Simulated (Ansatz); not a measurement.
CaF$_{2}$ (slab)

```xyz
30
Lattice="3.8331 0.0000 0.0000 0.0000 9.3890 0.0000 0.0000 0.0000 24.9586" Properties=species:S:1:pos:R:3 pbc="T T T"
Ca    1.9165    6.1555    7.7609
F     1.9165    3.9046    7.5006
F     1.9165    8.2174    7.4813
Ca    0.0000    3.0915    8.6766
F     0.0000    0.9075    8.5523
F     0.0000    5.5178    8.5461
Ca    1.9165    9.3794    9.4466
F     1.9165    6.9171    9.8217
F     1.9165    2.3767    9.7563
Ca    0.0000    6.2747   10.8924
F     0.0000    3.9556   10.8006
F     0.0000    8.6003   10.6925
Ca    1.9165    3.0947   12.0018
F     1.9165    0.7599   11.9100
F     1.9165    5.4289   11.9804
Ca    0.0000    0.0349   12.9567
F     0.0000    7.0898   12.9782
F     0.0000    2.3698   13.0486
Ca    1.9165    6.2440   14.0662
F     1.9165    3.9184   14.2661
F     1.9165    8.5632   14.1580
Ca    0.0000    3.1393   15.5120
F     0.0000    0.7530   15.2023
F     0.0000    5.6016   15.1369
Ca    1.9165    0.0381   16.2820
F     1.9165    7.0008   16.4125
F     1.9165    2.2222   16.4063
Ca    0.0000    6.3632   17.1977
F     0.0000    4.3014   17.4772
F     0.0000    8.6141   17.4580
```

Computed with DFT PBEsol, scalar-relativistic, plane waves, PAW in Ansatz.

Core electrons are frozen (PAW), and the valence fields are smoothed inside the atomic spheres.

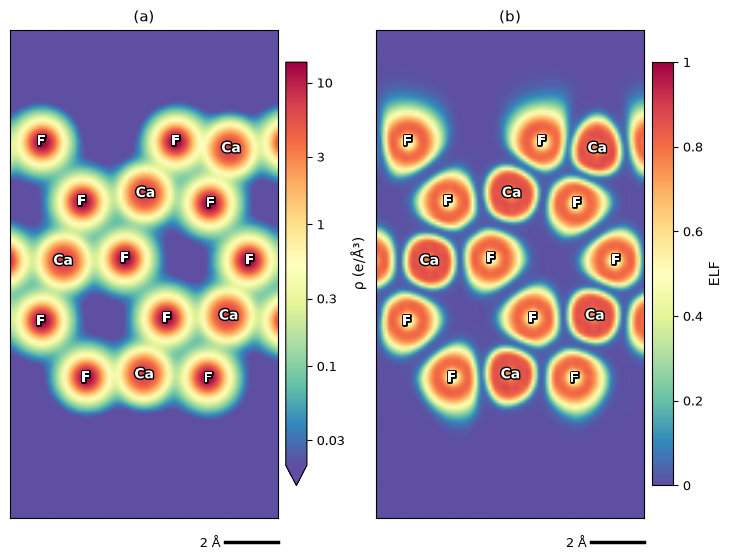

Figure 1. (a) valence electron density; (b) ELF on the (100) plane of the calculation cell, a cut from vacuum to vacuum.

Q: Read the bonding off the picture.

A: The plane passes through Ca and F nuclei. Ca–F (2.08 Å): ρ at the midpoint is about 0.49 e/Å³; the ELF peaks at about 0.80 in the valence shell of F, 0.6 Å from its nucleus, and drops to about 0.10 between the two atoms (an ionic contact with no shared pair). Ca–F (2.19 Å): the density is about 0.36 e/Å³ at the midpoint; the ELF peaks at about 0.80 in the valence shell of F, 0.6 Å from its nucleus, and drops to about 0.05 between the two atoms; a closed-shell, largely ionic contact. Ca–F (2.24 Å): the density is about 0.31 e/Å³ at the midpoint; the ELF peaks at about 0.80 in the valence shell of F, 0.6 Å from its nucleus, and drops to about 0.05 between the two atoms: an ionic contact with no shared pair. Ca–F (2.29 Å): ρ at the midpoint is about 0.27 e/Å³; the ELF peaks at about 0.80 in the valence shell of F, 0.6 Å from its nucleus, and drops to about 0.05 between the two atoms (a closed-shell, largely ionic contact). Ca–F (2.32 Å): ρ is about 0.25 e/Å³ halfway; the ELF peaks at about 0.85 in the valence shell of F, 0.6 Å from its nucleus, and drops to about 0.05 between the two atoms: an ionic contact with no shared pair. The density dies away to nearly zero in the vacuum. The features right at Ca lie inside the PAW spheres, where the map follows smoothed inner orbitals and isn't to be read closely.

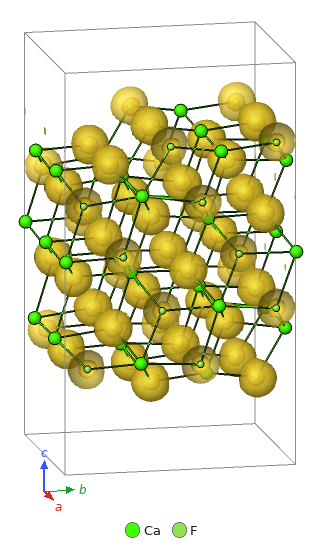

Figure 2. Isosurface of the electron localisation function at 0.75 (yellow), seen slightly off an axis. Core shells and regions of very low density are left out. Sticks mark near contacts.

Q: What do the ELF domains correspond to?

A: The surface consists of 20 regions wrapped around F (the valence shell of each), counted in one cell of 30 atoms. Counts are for one cell; the picture repeats the cell along the surface. Profiles from the grid: Ca–F (2.17 Å): the ELF peaks at about 0.80 in the valence shell of F, 0.6 Å from its nucleus, and drops to about 0.10 between the two atoms; a closed-shell, largely ionic contact.

Q: Does the calculation make it a metal, or give it a gap?

A: It is gapped, with a Kohn–Sham gap of 5.8 eV on the k-point mesh, an upper bound to the gap of this method.
